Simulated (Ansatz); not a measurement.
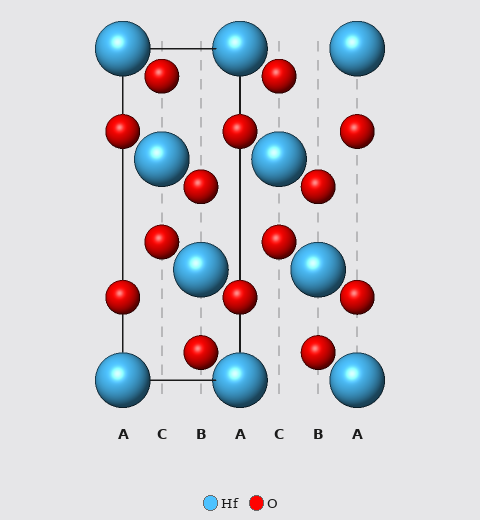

The picture looks along a close-packed row of the hexagonal mesh; [111] points upwards. The dashed lines mark the three columns A (0, 0), B (1/3, 2/3) and C (2/3, 1/3). The box is the hexagonal cell of the face-centred cubic lattice. The sequence starts with the first layer at or above the cell's origin.

HfO₂. Coordinates: a calculation's input that goes back to an entry of the Crystallography Open Database (an earlier step may have relaxed or displaced it).

Give the sequence of layers in one repeat, with element and column.

Answer. Hf(A) – O(B) – O(A) – Hf(B) – O(C) – O(B) – Hf(C) – O(A) – O(C) (nine layers in 8.86 Å).

Heights of the layers:

```tsv
layer	atoms (column)	height (Å)	to next (Å)
1	Hf(A)	0.00	0.74
2	O(B)	0.74	1.48
3	O(A)	2.21	0.74
4	Hf(B)	2.95	0.74
5	O(C)	3.69	1.48
6	O(B)	5.17	0.74
7	Hf(C)	5.91	0.74
8	O(A)	6.64	1.48
9	O(C)	8.12	0.74
```
